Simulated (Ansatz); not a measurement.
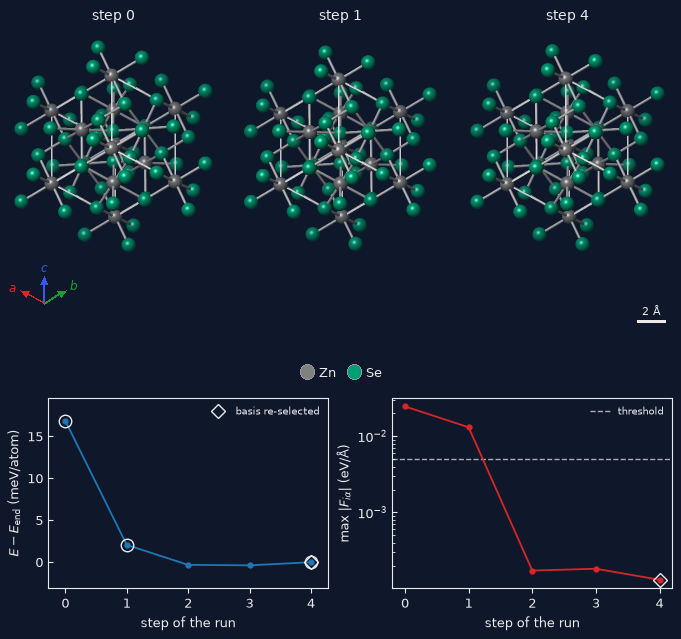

Frames of a relaxation of crystalline ZnSe2 (set up in Pa-3), marked on the history of the run. The picture is a ball-and-stick view of the cell of the calculation, seen from a free direction.

The calculation used Ansatz 0.2.0, DFT PBEsol, scalar-relativistic, plane waves, PAW.

Input
```yaml
crystal:
  lattice:
    - [6.374129, 0.0, 0.0]
    - [0.0, 6.374129, 0.0]
    - [0.0, 0.0, 6.374129]
  atoms:
    - { symbol: Zn, position: [0.5, 0.5, 0.0] }
    - { symbol: Zn, position: [0.5, 0.0, 0.5] }
    - { symbol: Zn, position: [0.0, 0.5, 0.5] }
    - { symbol: Zn, position: [0.0, 0.0, 0.0] }
    - { symbol: Se, position: [0.108523, 0.891477, 0.391477] }
    - { symbol: Se, position: [0.891477, 0.391477, 0.108523] }
    - { symbol: Se, position: [0.391477, 0.108523, 0.891477] }
    - { symbol: Se, position: [0.608523, 0.608523, 0.608523] }
    - { symbol: Se, position: [0.891477, 0.108523, 0.608523] }
    - { symbol: Se, position: [0.108523, 0.608523, 0.891477] }
    - { symbol: Se, position: [0.608523, 0.891477, 0.108523] }
    - { symbol: Se, position: [0.391477, 0.391477, 0.391477] }
basis:
  ecutwfc: 420
kpoints:
  mp_grid: { grid: [4, 4, 4] }
hamiltonian:
  xc: pbesol
scf:
  occupations: { method: gaussian, width: 0.02 }
output:
  forces: true
  stress: true
  eigenvalues: true
relax:
  adjacent_minimum: "off"
  f_tol: 0.005
  max_steps: 80
  cell: { stress_tol: 0.05 }
```

Run as
```bash
ansatz run input.yaml --threads 4 --pin off --max-ram 12288MiB --backend cpu --events-out ev --progress --plain --runs-dir out
```

### What happens along the run?

Over 3 accepted moves (4 points after the start) the energy falls by 16.9 meV per atom. The largest force component goes from 0.025 to 0.00013 eV/Å. Pressure: −3.83 GPa at the start and −0.01 GPa at the end. At 1 point the geometry stayed and the basis and grid were re-selected for the new cell (energy shift of 0.4 meV per atom at most each time). The largest moves relative to the cell, 0.016 Å, are those of 8 atoms (Se5, Se6, Se7, Se8 and others). Se12 goes along [−1 −1 −1]. Zn stays in place. The volume changes by −6.2 %, with a = b = c 6.374 → 6.239 Å (−2.1 %). Near-neighbour distances that change, for instance: Zn1–Se10 2.680 → 2.620 Å, Se5–Se9 2.396 → 2.377 Å. The space group stays Pa-3 (No. 205). From step 0 to 1: Se atoms move most (0.02 Å), volume −8.5 %, energy −14.8 meV per atom. From step 1 to 4: volume +2.5 %, energy −2.1 meV per atom.

```json
{"step": "0", "E − E(0), meV/atom": "0.00", "largest force component, eV/Å": "0.0246", "pressure, GPa": "-3.83", "volume, Å³/atom": "21.581", "note": ""}
{"step": "1", "E − E(0), meV/atom": "-14.80", "largest force component, eV/Å": "0.0131", "pressure, GPa": "1.72", "volume, Å³/atom": "19.756", "note": ""}
{"step": "2", "E − E(0), meV/atom": "-17.18", "largest force component, eV/Å": "0.0002", "pressure, GPa": "-0.21", "volume, Å³/atom": "20.300", "note": ""}
{"step": "3", "E − E(0), meV/atom": "-17.24", "largest force component, eV/Å": "0.0002", "pressure, GPa": "-0.01", "volume, Å³/atom": "20.240", "note": ""}
{"step": "4", "E − E(0), meV/atom": "-16.86", "largest force component, eV/Å": "0.0001", "pressure, GPa": "-0.01", "volume, Å³/atom": "20.240", "note": "same geometry, new basis"}
```
